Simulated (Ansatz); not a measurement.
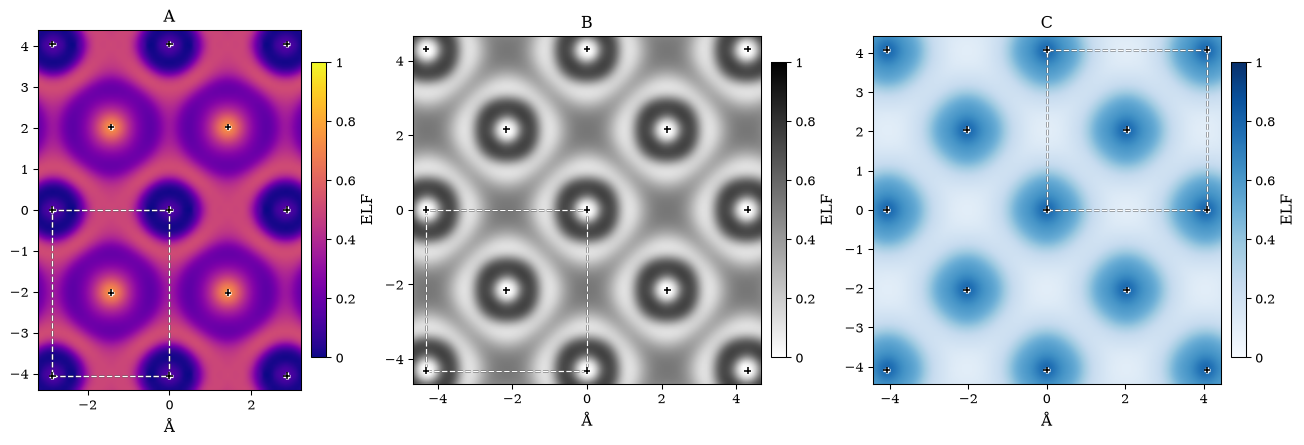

The ELF of 3 systems, each on a plane through atoms (crosses mark nuclei in the plane).

These are results of DFT PBEsol, scalar-relativistic, plane waves, PAW in Ansatz 0.2.0, not measurements.

System 1: Ta, the (100) plane of the conventional cell. Space group Fm-3m; changed on purpose from its base cell (volume × 1.10); computed pressure about −16 GPa in this cell; computed without spin polarisation.

System 2: AlNi, the (110) plane of the conventional cell. Space group Pm-3m; a structure from a database of computed crystals, not necessarily the ambient phase; computed without spin polarisation.

System 3: Au, the (010) plane of the conventional cell. Space group Fm-3m; a structure from a database of computed crystals, not necessarily the ambient phase.

```
Au
1.0
     4.08376    0.00000    0.00000
     0.00000    4.08376    0.00000
     0.00000    0.00000    4.08376
Au
4
Direct
  0.00000 0.00000 0.00000
  0.50000 0.50000 0.00000
  0.50000 0.00000 0.50000
  0.00000 0.50000 0.50000
```

Which map belongs to which system?

Panel A is system 2, AlNi: the plane holds Al and Ni. Al–Ni (2.48 Å): the ELF is about 0.40 at the midpoint. Panel B is system 1, Ta: the plane holds Ta. Ta–Ta (3.05 Å): the ELF is about 0.30 at the midpoint. Panel C is system 3, Au: the plane holds Au. Au–Au (2.89 Å): the ELF is about 0.20 at the midpoint; no localised pair shows between them.
